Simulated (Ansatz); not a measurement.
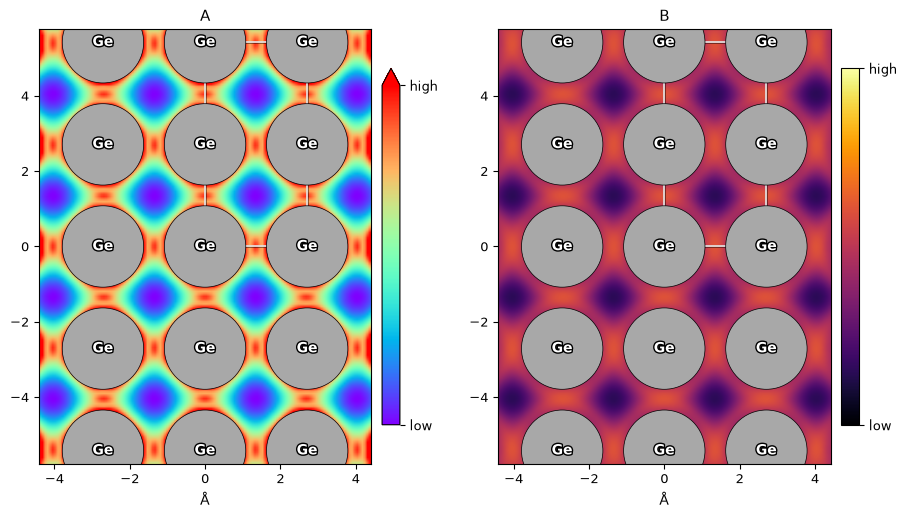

Ge: 2 fields on the (11̄0) plane of the conventional cell, with unlabelled colour scales. Grey discs cover the atomic cores.

Space group Cmmm; a generated structure, not necessarily the stable one.

Computed with Kohn-Sham DFT of a periodic cell, PBE, Ansatz PAW (Ansatz).

Match the panels to the quantities (electron localisation function and valence pseudo-density).

Answer. Panel A: valence pseudo-density. Panel B: electron localisation function. From the grid: Ge–Ge (2.71 Å): ρ is about 0.35 e/Å³ halfway; the ELF peaks at about 0.60 between the atoms.
